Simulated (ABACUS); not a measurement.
# Run report: MnO, band-structure run (part 2 of 3)

Continued. System: MnO (Fm-3m, 2 atoms in the cell). Method: Kohn-Sham DFT of a periodic cell, PBE, PseudoDojo NC SR 0.4.1 PBE standard, spin-polarised (ABACUS 3.10.1); cutoff 1360.57 eV, 9×9×9 k-mesh, fermi-dirac of 0.05 eV, collinear spins. The structure derives from a Materials Project entry. The settings are looser than a standard set-up, so the numbers are not reference values.

Geometry of the input (Å; fractional positions):
```
0.0000  2.2239  2.2239
2.2239  0.0000  2.2239
2.2239  2.2239  0.0000
Mn 0.0000  0.0000  0.0000
O  0.5000  0.5000  0.5000
```

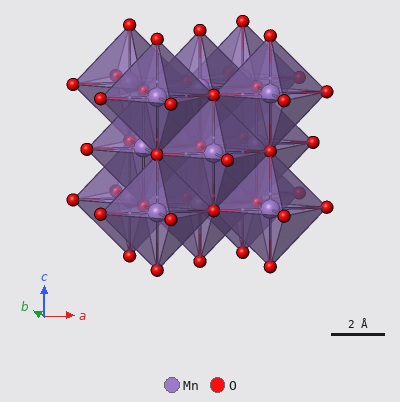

**Figure 1.** The input geometry (polyhedral view of the cell 4 times as large as that of the calculation, set on its symmetry axes, seen slightly off an axis; polyhedra are completed across the faces of the cell).

**Log, continued**
```
----------------------------------------------------------
     Energy           Rydberg                 eV
----------------------------------------------------------
 E_KohnSham     -250.7105242616      -3411.0916785245
 E_Harris       -249.5589750342      -3395.4240475043
 E_Fermi        1.0806205755         14.7025972028
----------------------------------------------------------

 LCAO ALGORITHM --------------- ION=   1  ELEC=   5--------------------------------
          total magnetism (Bohr mag/cell) = 4.61744
       absolute magnetism (Bohr mag/cell) = 4.61744
                        nelec for spin up = 12.8087
                      nelec for spin down = 8.19128

 Density error is 0.0118641809686
----------------------------------------------------------
     Energy           Rydberg                 eV
----------------------------------------------------------
 E_KohnSham     -250.7087522388      -3411.0675689182
 E_Harris       -250.2275920133      -3404.5210481997
 E_Fermi        1.1097431337         15.0988299343
----------------------------------------------------------

 LCAO ALGORITHM --------------- ION=   1  ELEC=   6--------------------------------
          total magnetism (Bohr mag/cell) = 4.57687
       absolute magnetism (Bohr mag/cell) = 4.57687
                        nelec for spin up = 12.7884
                      nelec for spin down = 8.21156

 Density error is 0.00228827618629
----------------------------------------------------------
     Energy           Rydberg                 eV
----------------------------------------------------------
 E_KohnSham     -250.7092101195      -3411.0737987050
 E_Harris       -250.6213984270      -3409.8790593355
 E_Fermi        1.1364613677         15.4623501576
----------------------------------------------------------

 LCAO ALGORITHM --------------- ION=   1  ELEC=   7--------------------------------
          total magnetism (Bohr mag/cell) = 4.57926
       absolute magnetism (Bohr mag/cell) = 4.57926
                        nelec for spin up = 12.7896
                      nelec for spin down = 8.21037

 Density error is 0.00115484544808
----------------------------------------------------------
     Energy           Rydberg                 eV
----------------------------------------------------------
 E_KohnSham     -250.7092476606      -3411.0743094770
 E_Harris       -250.7340633854      -3411.4119447344
 E_Fermi        1.1392097067         15.4997432287
----------------------------------------------------------

 LCAO ALGORITHM --------------- ION=   1  ELEC=   8--------------------------------
          total magnetism (Bohr mag/cell) = 4.58167
       absolute magnetism (Bohr mag/cell) = 4.58167
                        nelec for spin up = 12.7908
                      nelec for spin down = 8.20917

 Density error is 0.000594352317924
----------------------------------------------------------
     Energy           Rydberg                 eV
----------------------------------------------------------
 E_KohnSham     -250.7092446288      -3411.0742682282
 E_Harris       -250.7340189192      -3411.4113397405
 E_Fermi        1.1392280394         15.4999926569
----------------------------------------------------------

 LCAO ALGORITHM --------------- ION=   1  ELEC=   9--------------------------------
          total magnetism (Bohr mag/cell) = 4.57979
       absolute magnetism (Bohr mag/cell) = 4.57979
                        nelec for spin up = 12.7899
                      nelec for spin down = 8.21011

 Density error is 8.51937069434e-05
----------------------------------------------------------
     Energy           Rydberg                 eV
----------------------------------------------------------
 E_KohnSham     -250.7092461888      -3411.0742894531
 E_Harris       -250.7125672561      -3411.1194748908
 E_Fermi        1.1387745591         15.4938227416
----------------------------------------------------------

 LCAO ALGORITHM --------------- ION=   1  ELEC=  10--------------------------------
          total magnetism (Bohr mag/cell) = 4.57965
       absolute magnetism (Bohr mag/cell) = 4.57965
                        nelec for spin up = 12.7898
                      nelec for spin down = 8.21017

 Density error is 3.1242663286e-05
----------------------------------------------------------
     Energy           Rydberg                 eV
----------------------------------------------------------
 E_KohnSham     -250.7092462012      -3411.0742896206
 E_Harris       -250.7100349559      -3411.0850211791
 E_Fermi        1.1387162617         15.4930295648
----------------------------------------------------------

 LCAO ALGORITHM --------------- ION=   1  ELEC=  11--------------------------------
          total magnetism (Bohr mag/cell) = 4.57956
       absolute magnetism (Bohr mag/cell) = 4.57956
                        nelec for spin up = 12.7898
                      nelec for spin down = 8.21022

 Density error is 1.32029261035e-05
----------------------------------------------------------
     Energy           Rydberg                 eV
----------------------------------------------------------
 E_KohnSham     -250.7092462079      -3411.0742897125
 E_Harris       -250.7087058494      -3411.0669377574
 E_Fermi        1.1386933425         15.4927177330
----------------------------------------------------------

 LCAO ALGORITHM --------------- ION=   1  ELEC=  12--------------------------------
          total magnetism (Bohr mag/cell) = 4.57957
       absolute magnetism (Bohr mag/cell) = 4.57957
                        nelec for spin up = 12.7898
                      nelec for spin down = 8.21022

 Density error is 8.93653374169e-07
----------------------------------------------------------
     Energy           Rydberg                 eV
----------------------------------------------------------
 E_KohnSham     -250.7092462085      -3411.0742897205
 E_Harris       -250.7092832835      -3411.0747941515
 E_Fermi        1.1387094440         15.4929368050
----------------------------------------------------------

 LCAO ALGORITHM --------------- ION=   1  ELEC=  13--------------------------------
          total magnetism (Bohr mag/cell) = 4.57956
       absolute magnetism (Bohr mag/cell) = 4.57956
                        nelec for spin up = 12.7898
                      nelec for spin down = 8.21022

 Density error is 2.83317271841e-07
----------------------------------------------------------
     Energy           Rydberg                 eV
----------------------------------------------------------
 E_KohnSham     -250.7092462087      -3411.0742897236
 E_Harris       -250.7092437320      -3411.0742560256
 E_Fermi        1.1387087011         15.4929266970
----------------------------------------------------------

 LCAO ALGORITHM --------------- ION=   1  ELEC=  14--------------------------------
          total magnetism (Bohr mag/cell) = 4.57956
       absolute magnetism (Bohr mag/cell) = 4.57956
                        nelec for spin up = 12.7898
                      nelec for spin down = 8.21022

 Density error is 8.94045333655e-08
----------------------------------------------------------
     Energy           Rydberg                 eV
----------------------------------------------------------
 E_KohnSham     -250.7092462087      -3411.0742897236
 E_KS(sigma->0) -250.7088455089      -3411.0688379222
 E_Harris       -250.7092478379      -3411.0743118898
 E_band         -15.1933059453       -206.7155323140
 E_one_elec     -105.9444623482      -1441.4483594819
 E_Hartree      66.7119520308        907.6626723209
 E_xc           -45.7679545406       -622.7049675567
 E_Ewald        -165.7079799510      -2254.5727314032
 E_entropy(-TS) -0.0008013997        -0.0109036027
 E_descf        0.0000000000         0.0000000000
 E_exx          0.0000000000         0.0000000000
 E_Fermi        1.1387087034         15.4929267283
----------------------------------------------------------

 charge density convergence is achieved
 final etot is -3411.0742897 eV
 EFERMI = 15.492926728 eV
The vacuum level is 8.9030660939 eV

 STATE ENERGY(eV) AND OCCUPATIONS    NSPIN == 2
SPIN UP :
 1/35 kpoint (Cartesian) = 0.0000 0.0000 0.0000 (604 pws)
       1       -65.7351     0.00137174
       2       -34.8041     0.00137174
       3       -34.8041     0.00137174
       4       -34.8041     0.00137174
       5       -5.09091     0.00137174
       6        11.6182     0.00137174
       7        11.6182     0.00137174
       8        11.6182     0.00137174
       9        12.0456     0.00137174
      10        12.0456     0.00137174
      11        12.0456     0.00137174
      12        12.2761     0.00137174
      13        12.2761     0.00137174
      14        14.1337     0.00137174

 2/35 kpoint (Cartesian) = 0.024981 0.024981 0.024981 (631 pws)
       1       -65.7342      0.0109739
       2       -34.8128      0.0109739
       3       -34.8050      0.0109739
       4       -34.8050      0.0109739
       5       -4.95654      0.0109739
       6        10.5070      0.0109739
       7        10.9484      0.0109739
       8        10.9484      0.0109739
       9        11.8041      0.0109739
      10        11.8041      0.0109739
      11        12.0936      0.0109739
      12        13.3481      0.0109739
      13        13.3481      0.0109739
      14        15.2788      0.0108244

 3/35 kpoint (Cartesian) = 0.049962 0.049962 0.049962 (629 pws)
       1       -65.7320      0.0109739
       2       -34.8348      0.0109739
       3       -34.8074      0.0109739
       4       -34.8074      0.0109739
       5       -4.57930      0.0109739
       6        8.76548      0.0109739
       7        9.99814      0.0109739
       8        9.99814      0.0109739
       9        12.0627      0.0109739
      10        12.0627      0.0109739
      11        12.3549      0.0109739
      12        14.4560      0.0109739
      13        14.4560      0.0109739
      14        17.1373    5.71990e-17

 4/35 kpoint (Cartesian) = 0.074943 0.074943 0.074943 (620 pws)
       1       -65.7297      0.0109739
       2       -34.8590      0.0109739
       3       -34.8101      0.0109739
       4       -34.8101      0.0109739
       5       -4.03552      0.0109739
       6        7.23444      0.0109739
       7        9.31151      0.0109739
       8        9.31151      0.0109739
       9        12.3764      0.0109739
      10        12.3764      0.0109739
      11        12.7639      0.0109739
      12        15.3202      0.0106377
      13        15.3202      0.0106377
      14        19.4144    9.52473e-37

 5/35 kpoint (Cartesian) = 0.099924 0.099924 0.099924 (627 pws)
       1       -65.7287      0.0109739
       2       -34.8737      0.0109739
       3       -34.8118      0.0109739
       4       -34.8118      0.0109739
       5       -3.52057      0.0109739
       6        6.25251      0.0109739
       7        8.95439      0.0109739
       8        8.95439      0.0109739
       9        12.5884      0.0109739
      10        12.5884      0.0109739
      11        13.1118      0.0109739
      12        15.7973    2.48852e-05
      13        15.7973    2.48852e-05
      14        22.2485    2.30274e-61

 6/35 kpoint (Cartesian) = 0.0000 0.0000 0.049962 (627 pws)
       1       -65.7339     0.00823045
       2       -34.8120     0.00823045
       3       -34.8072     0.00823045
       4       -34.8072     0.00823045
       5       -4.91762     0.00823045
       6        9.96070     0.00823045
       7        11.1321     0.00823045
       8        11.1321     0.00823045
       9        11.4861     0.00823045
      10        12.3300     0.00823045
      11        12.6135     0.00823045
      12        12.6135     0.00823045
      13        13.0899     0.00823045
      14        15.8237    1.10008e-05

[... levels at 64 further k points ...]

-------------------------------------------------
 Total Magnetism (uB)
-------------------------------------------------
                        Mn1         4.3065310873
                         O1         0.2730314588
-------------------------------------------------

 correction force for each atom along direction 1 is 1.24127e-14
 correction force for each atom along direction 2 is 3.50767e-14
 correction force for each atom along direction 3 is -2.07830e-14
------------------------------------------------------------------------------------------
 TOTAL-FORCE (eV/Angstrom)
------------------------------------------------------------------------------------------
                       Mn1         0.0000000000         0.0000000000         0.0000000000
                        O1         0.0000000000         0.0000000000         0.0000000000
------------------------------------------------------------------------------------------

----------------------------------------------------------------
 TOTAL-STRESS (KBAR)
----------------------------------------------------------------
        28.7914379103        -0.0000000000        -0.0000000000
         0.0000000000        28.7914379103         0.0000000000
         0.0000000000        -0.0000000000        28.7914379103
----------------------------------------------------------------
 TOTAL-PRESSURE: 28.791438 KBAR

 --------------------------------------------
 !FINAL_ETOT_IS -3411.0742897235727469 eV
 --------------------------------------------
```

**Standard output**
```
ABACUS v3.10.1

               Atomic-orbital Based Ab-initio Computation at UStc

%%%%%%%%%%%%%%%%%%%%%%%%%%%%%%%%%%%%%%%%%%%%%%%%%%%%%%%%%%%%%%%%%%%%%%%%%%%%%%%%%%%%%%%%%%%%%%%%%%%%%%%%%
 Warning: the number of valence electrons in pseudopotential > 7 for Mn: [Ar] 3d5 4s2
 Pseudopotentials with additional electrons can yield (more) accurate outcomes, but may be less efficient.
 If you're confident that your chosen pseudopotential is appropriate, you can safely ignore this warning.
%%%%%%%%%%%%%%%%%%%%%%%%%%%%%%%%%%%%%%%%%%%%%%%%%%%%%%%%%%%%%%%%%%%%%%%%%%%%%%%%%%%%%%%%%%%%%%%%%%%%%%%%%

 UNIFORM GRID DIM        : 40 * 40 * 40
 UNIFORM GRID DIM(BIG)   : 8 * 8 * 8
 ---------------------------------------------------------
 Self-consistent calculations for electrons
 ---------------------------------------------------------
 SPIN    KPOINTS         PROCESSORS  THREADS     NBASE
 2       70              4           4           14
 ---------------------------------------------------------
 Use Systematically Improvable Atomic bases
 ---------------------------------------------------------
 ELEMENT ORBITALS        NBASE       NATOM       XC
 Mn      2s1p1d-7au      10          1
 O       1s1p-6au        4           1
 ---------------------------------------------------------
 Initial plane wave basis and FFT box
 ---------------------------------------------------------
 -------------------------------------------
 SELF-CONSISTENT :
 -------------------------------------------
 START CHARGE      : atomic
 ITER      TMAG       AMAG        ETOT/eV          EDIFF/eV         DRHO     TIME/s
 GE1      4.90e+00   4.90e+00  -3.41033949e+03   0.00000000e+00   1.4829e-01   0.20
 GE2      4.87e+00   4.87e+00  -3.41121913e+03  -8.79636681e-01   7.1124e-02   0.18
 GE3      4.54e+00   4.54e+00  -3.41110383e+03   1.15304780e-01   2.7477e-02   0.17
 GE4      4.60e+00   4.60e+00  -3.41109168e+03   1.21481040e-02   2.2005e-02   0.17
 GE5      4.62e+00   4.62e+00  -3.41106757e+03   2.41096063e-02   1.1864e-02   0.17
 GE6      4.58e+00   4.58e+00  -3.41107380e+03  -6.22978682e-03   2.2883e-03   0.17
 GE7      4.58e+00   4.58e+00  -3.41107431e+03  -5.10772007e-04   1.1548e-03   0.18
 GE8      4.58e+00   4.58e+00  -3.41107427e+03   4.12487941e-05   5.9435e-04   0.18
 GE9      4.58e+00   4.58e+00  -3.41107429e+03  -2.12249158e-05   8.5194e-05   0.28
 GE10     4.58e+00   4.58e+00  -3.41107429e+03  -1.67498663e-07   3.1243e-05   0.29
 GE11     4.58e+00   4.58e+00  -3.41107429e+03  -9.19125095e-08   1.3203e-05   0.29
 GE12     4.58e+00   4.58e+00  -3.41107429e+03  -7.92535901e-09   8.9365e-07   0.23
 GE13     4.58e+00   4.58e+00  -3.41107429e+03  -3.15428902e-09   2.8332e-07   0.26
 GE14     4.58e+00   4.58e+00  -3.41107429e+03   4.60169662e-11   8.9405e-08   0.24
----------------------------------------------------------------
 TOTAL-STRESS (KBAR)
----------------------------------------------------------------
        28.7914379103        -0.0000000000        -0.0000000000
         0.0000000000        28.7914379103         0.0000000000
         0.0000000000        -0.0000000000        28.7914379103
----------------------------------------------------------------
 TOTAL-PRESSURE: 28.791438 KBAR
```

**File mulliken.txt**
```
 0
CALCULATE THE MULLIkEN ANALYSIS FOR EACH ATOM
 Total charge of spin 1:	12.79
 Total charge of spin 2:	8.21
 Total charge:	21
Decomposed Mulliken populations
0                             Zeta of Mn              Spin 1              Spin 2                 Sum                Diff
s                                      0              1.0008              1.0009              2.0017             -0.0001
s                                      1              0.3657              0.2863              0.6520              0.0794
SUM OVER M+Zeta                                       1.3665              1.2872              2.6537              0.0794

pz                                     0              1.0000              0.9999              1.9998              0.0001
px                                     0              1.0000              0.9999              1.9999              0.0001
py                                     0              0.9999              0.9999              1.9998              0.0001
SUM OVER M                                            2.9999              2.9996              5.9995              0.0002
SUM OVER M+Zeta                                       2.9999              2.9996              5.9995              0.0002

dz^2                                   0              0.9093              0.1575              1.0668              0.7517
dxz                                    0              0.9991              0.0742              1.0733              0.9249
dyz                                    0              0.9993              0.0919              1.0912              0.9074
dx^2-y^2                               0              0.9593              0.1283              1.0876              0.8311
dxy                                    0              0.9990              0.1872              1.1862              0.8118
SUM OVER M                                            4.8660              0.6391              5.5051              4.2269
SUM OVER M+Zeta                                       4.8660              0.6391              5.5051              4.2269

SUM OVER M+Zeta+L                                     9.2324              4.9259             14.1583              4.3065

Total Charge on atom:                 Mn             14.1583
Total Magnetism on atom:              Mn              4.3065


1                              Zeta of O              Spin 1              Spin 2                 Sum                Diff
s                                      0              0.9704              0.9360              1.9065              0.0344
SUM OVER M+Zeta                                       0.9704              0.9360              1.9065              0.0344
```
